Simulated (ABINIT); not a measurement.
# BN (F-43m): refractive index against wavelength

The refractive index of BN (F-43m) below the direct gap (8.75 eV on the mesh) is read from one computed spectrum, n = √(Re ε).

Cell: a, b, c = 2.556, 2.556, 2.556 Å (primitive vectors), 2 atoms.

Method: ABINIT 10.8.3, LDA, independent particles, k-mesh 16×16×16, Lorentzian half width 0.04 eV.

Launch of the response step: `optic optic.abi`. The run took 45 s, its band step included, on 4 threads of AMD EPYC (Zen 3), with other jobs on the host.

| wavelength (nm) | photon energy E (eV) | n |
| --- | --- | --- |
| 532 | 2.331 | 2.1835 |
| 450 | 2.755 | 2.1965 |
| 405 | 3.061 | 2.2076 |
| 365 | 3.397 | 2.2214 |
| 308 | 4.025 | 2.2526 |
| 266 | 4.661 | 2.2924 |
| 248 | 4.999 | ? |

In the single-oscillator model n² − 1 = E₀E_d/(E₀² − E²), so 1/(n² − 1) = E₀/E_d − E²/(E₀E_d) is linear in E².

Working, on the rows shown:

| x = E² (eV²) | y = 1/(n² − 1) |
| --- | --- |
| 5.43137 | 0.265416 |
| 7.59115 | 0.261464 |
| 9.37179 | 0.258165 |
| 11.5384 | 0.254154 |
| 16.2043 | 0.245447 |
| 21.7255 | 0.235012 |

Means: x̄ = 11.977, ȳ = 0.25328. Σ(x − x̄)(y − ȳ) = -0.3396, Σ(x − x̄)² = 182. Slope = -0.3396 / 182 = -0.001867; intercept = ȳ − slope · x̄ = 0.27563. Turned back into n, the line misses the rows shown by at most 0.00027.

Fill in the last column of the withheld row.

At x = 24.994 the line gives y = 0.22898, that is 2.3167. The run gave 2.3177, so the extrapolation is off by 0.00098, 0.7 % of the range in the table.

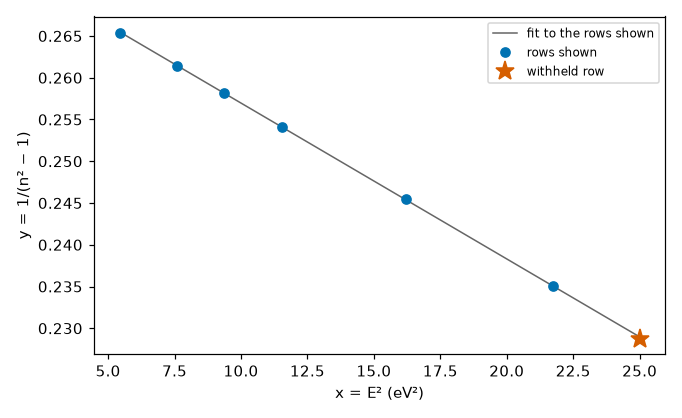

Refitted with all rows, the slope is -0.001875 and the intercept 0.27571. These give E₀ = √(intercept/−slope) = 12.13 eV and E_d = E₀/intercept = 44.0 eV; E₀ is 1.4 times the direct gap. The electronic limit at long wavelengths, without lattice vibrations, is n = √(1 + 1/intercept) = 2.151. Excitons are left out and so are local fields; LDA gaps are as a rule too small. The values come from a sum over the points of one k-mesh and carry its error, which grows as the direct gap shrinks.
